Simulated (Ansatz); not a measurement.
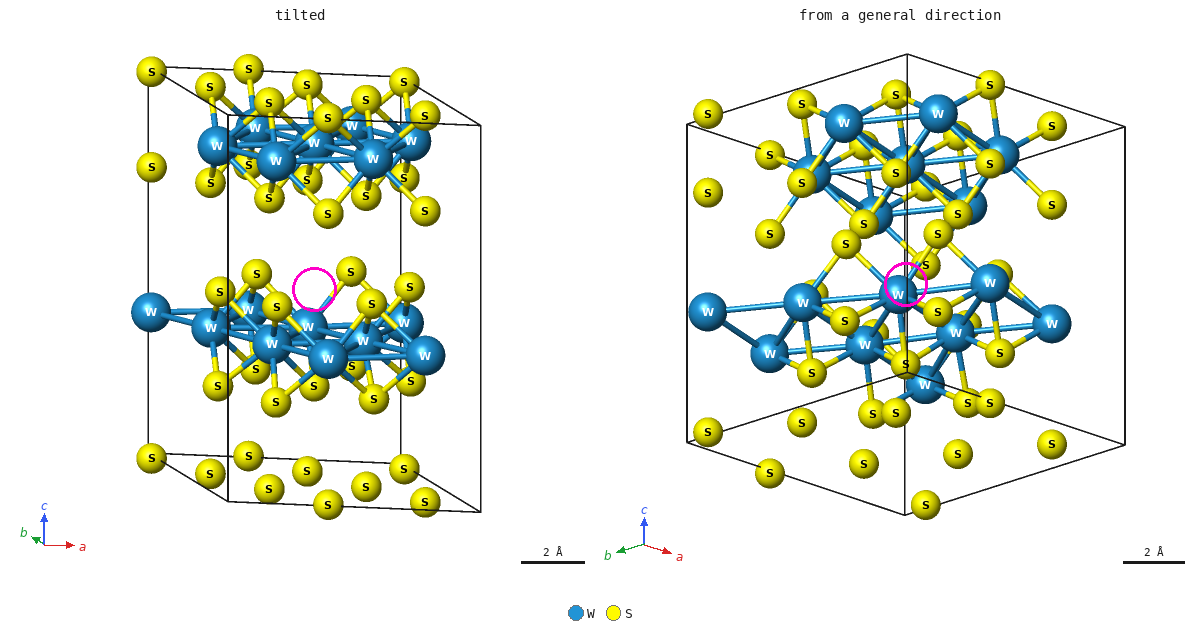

The crystal in a ball-and-stick representation, seen slightly off an axis and from a general direction. The lines enclose the supercell; boundary atoms appear with their images. The host is WS₂, in a cell of 42 sites, and the cell carries a charge of -1. A ring marks the defect's site.

Question: Spot the defect.

Answer: A sulfur vacancy. Around the empty site lie three W at about 2.3 to 2.4 Å.

Computational set-up: Ansatz, DFT PBEsol, scalar-relativistic, plane waves, PAW, 420 eV cutoff, a 2×2×2 k-point grid, Gaussian smearing of 0.01 eV, collinear spins.

Question: Is there a net spin in the supercell?

Answer: Yes, 0.2 μB in the cell.

The atoms were relaxed in the host's cell with DFT PBEsol, scalar-relativistic, plane waves, PAW in Ansatz 0.2.0.
